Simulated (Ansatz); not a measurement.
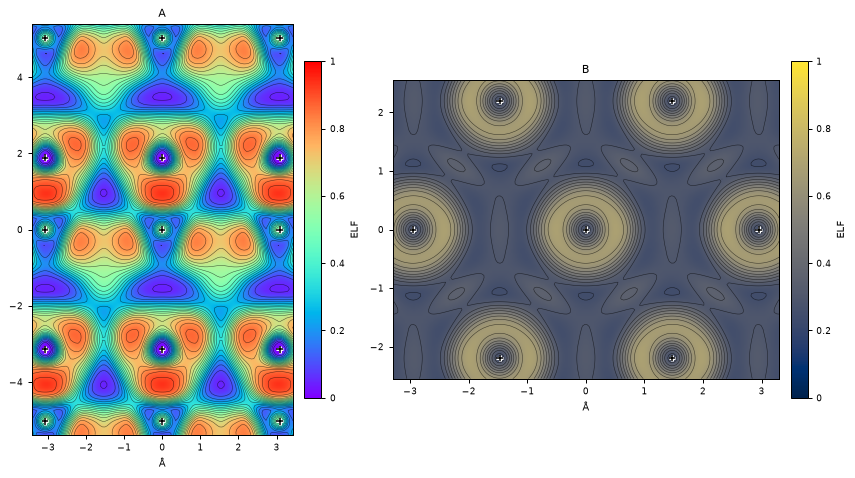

The ELF of 2 systems, each on a plane through atoms (crosses mark nuclei in the plane).

Theory: DFT r2SCAN, scalar-relativistic, plane waves, PAW (Ansatz).

System 1: SiC, the (100) plane of the calculation cell. Space group P6₃mc; a structure from a database of computed crystals, not necessarily the ambient phase.

System 2: Ir, the (101) plane of the conventional cell. Space group I4/mmm; computed pressure about 11 GPa in this cell; computed without spin polarisation.

```
Ir
1.0
     2.08546   -2.08546    0.00000
     2.08546    2.08546    0.00000
     0.00000    0.00000    3.25332
Ir
2
Direct
  0.00000 0.00000 0.00000
  0.50000 0.50000 0.50000
```

Question: Match each panel to its system.

Answer: Panel A is system 1, SiC: the plane holds Si and C. Si–C (1.89 Å): the ELF peaks at about 0.95 between the atoms, as expected for localised, covalent bonding. Panel B is system 2, Ir: the plane holds Ir. Ir–Ir (2.64 Å): the ELF is about 0.35 at the midpoint.
